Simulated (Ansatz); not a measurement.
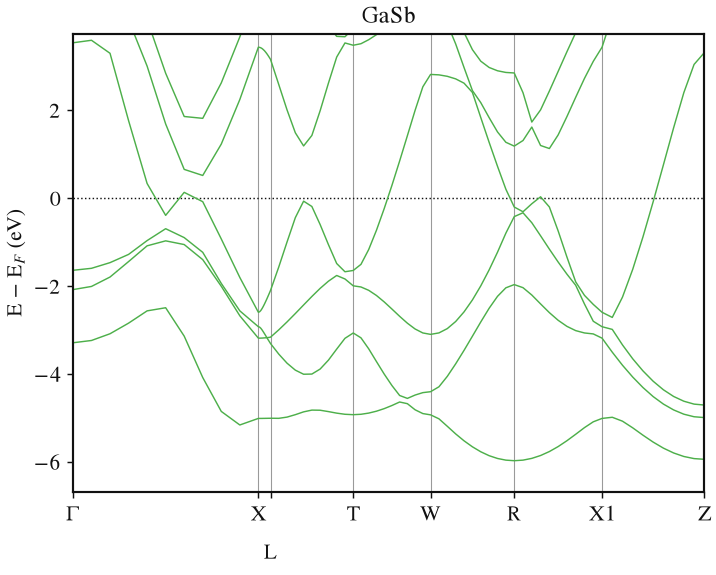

Band structure. Energies are counted from the Fermi level. The path runs straight from each named point to the next.

Structure: GaSb, space group Immm, 2 atoms in the primitive cell; a = 4.24 Å, b = 4.24 Å, c = 4.24 Å, α = 136.91°, β = 101.69°, γ = 93.85°.

Level of theory: LDA, all-electron LAPW, no spin polarisation, no spin-orbit coupling, 7×7×7 k mesh, Fermi-Dirac smearing of 0.05 eV; code Ansatz 0.2.0.

**Does this material conduct, going by its bands?**

A metal: bands cross the Fermi level along this path.

**Which levels at Z lie nearest to the Fermi level?**

At Z the nearest levels lie 4.71 eV below and 3.29 eV above the Fermi level.

Spin-orbit coupling is left out, which matters for Sb. The k mesh is thin for a metal, so its Fermi level is uncertain. The cell is at −5 GPa in this functional. The usual form of GaSb is zincblende. Bands are joined in order of energy, so crossings between the computed points show as kinks or gaps. In reduced coordinates of the cell that was run, X is (−0.322, 0.322, 0.322), L is (−0.286, 0.286, 0.359), T is (0, 0, 0.5), W is (0.25, 0.25, 0.25), R is (0, 0.5, 0), X1 is (0.322, 0.678, −0.322) and Z is (0.5, 0.5, −0.5).
